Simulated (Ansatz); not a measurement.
## Electronic structure of AlN in real space

Input

```
crystal:
  lattice:
    - [0.0, 2.0546507614, 2.0546507614]
    - [2.0546507614, 0.0, 2.0546507614]
    - [2.0546507614, 2.0546507614, 0.0]
  atoms:
    - { symbol: Al, position: [0.5, 0.5, 0.5] }
    - { symbol: "N", position: [0.0, 0.0, 0.0] }
basis:
  ecutwfc: 420
kpoints:
  mp_grid: { grid: [6, 6, 6] }
hamiltonian:
  xc: hse06
scf:
  occupations: { method: gaussian, width: 0.02 }
output:
  forces: true
  stress: true
  eigenvalues: true
  write_density: true
  write_potential: true
  elf: true
  volumetric_format: npy
```

Launched as:

```sh
ansatz run input.yaml --threads 4 --pin off --max-ram 10240MiB --backend cpu --events-out ev --progress --plain --runs-dir out
```

Below, planes, directions and counts refer to the conventional cell (a = 4.11 Å, b = 4.11 Å, c = 4.11 Å, α = 90.00°, β = 90.00°, γ = 90.00°).

Space group Fm-3m; a structure from a database of computed crystals, not necessarily the ambient phase; changed on purpose from its base cell (volume × 1.06); computed pressure about −15 GPa in this cell.

Computed with DFT HSE06, scalar-relativistic, plane waves, PAW in Ansatz 0.2.0.

In a PAW calculation such maps are meaningful between the atoms, not at the nuclei.

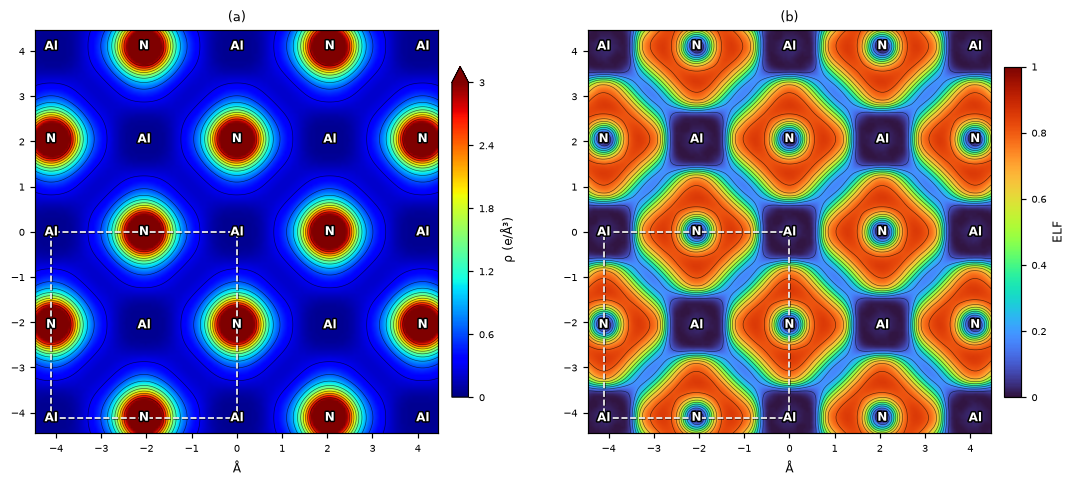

Figure 1. (a) valence electron density; (b) electron localisation function on the (100) plane of the conventional cell.

Read the bonding off the picture.

Atoms in the plane: Al and N. Al–N (2.05 Å): the density is about 0.5 e/Å³ at the midpoint; the ELF peaks at about 0.85 in the valence shell of N, 0.8 Å from its nucleus, and is about 0.80 at the midpoint. Between the atoms the lowest density in this plane is 0.19 e/Å³.

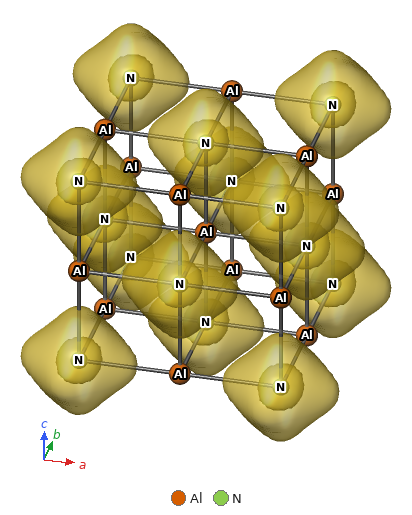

Figure 2. Isosurface of the ELF at 0.7 (yellow), seen at an oblique angle. Only the valence region is drawn (cores and ρ < 0.01 e/Å³ removed). Sticks mark near contacts.

Where are the electrons localised?

The ELF exceeds this value in four regions on N in which the atom's valence shell and bonds are merged, counted in one cell of 8 atoms. Any copies at cell faces, edges or corners count once.

Does the calculation give a band gap?

It is gapped, with a Kohn–Sham gap of 5.5 eV on the k-point mesh, an upper bound to the gap of this method.
